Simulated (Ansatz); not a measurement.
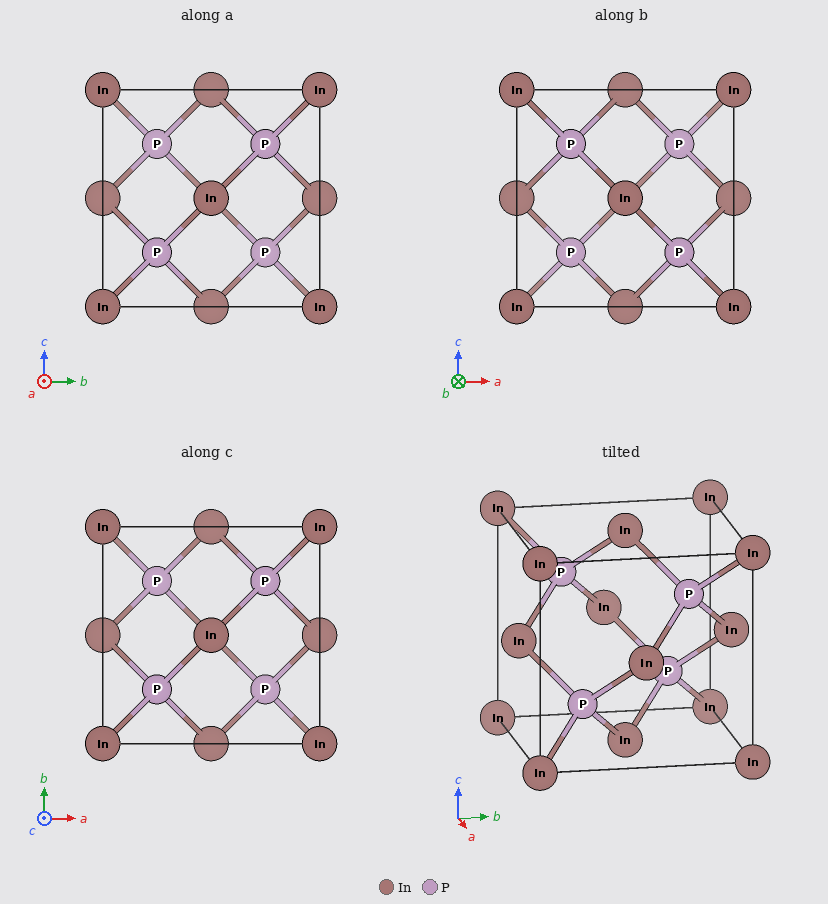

An orthographic ball-and-stick view of the structure, along the a axis, along the b axis, along the c axis and slightly off an axis. The edges of the conventional unit cell are marked.

Lattice parameters: a = 6.1256 Å, b = 6.1256 Å, c = 6.1256 Å, α = 90.000°, β = 90.000°, γ = 90.000°.

**Transcribe the picture into a CIF with its space group and independent sites.**

```cif
data_structure
_symmetry_space_group_name_H-M 'F -4 3 m'
_symmetry_Int_Tables_number 216
_cell_length_a 6.1256
_cell_length_b 6.1256
_cell_length_c 6.1256
_cell_angle_alpha 90.000
_cell_angle_beta 90.000
_cell_angle_gamma 90.000
_cell_volume 229.85
loop_
_atom_site_label
_atom_site_type_symbol
_atom_site_symmetry_multiplicity
_atom_site_Wyckoff_symbol
_atom_site_fract_x
_atom_site_fract_y
_atom_site_fract_z
_atom_site_occupancy
In1 In 4 a 0.0000 0.0000 0.0000 1
P1 P 4 d 0.2500 0.2500 0.7500 1
```

Origin of the cell: a structure type filled with these elements by a generator (whether the compound takes this form wasn't checked). The cell was then strained or its atoms displaced on purpose. It was run through Ansatz as a DFT input.

At this level of theory the cell isn't at rest (stretched, at -6 GPa), so its distances can differ from those at equilibrium, the more so the softer the solid.
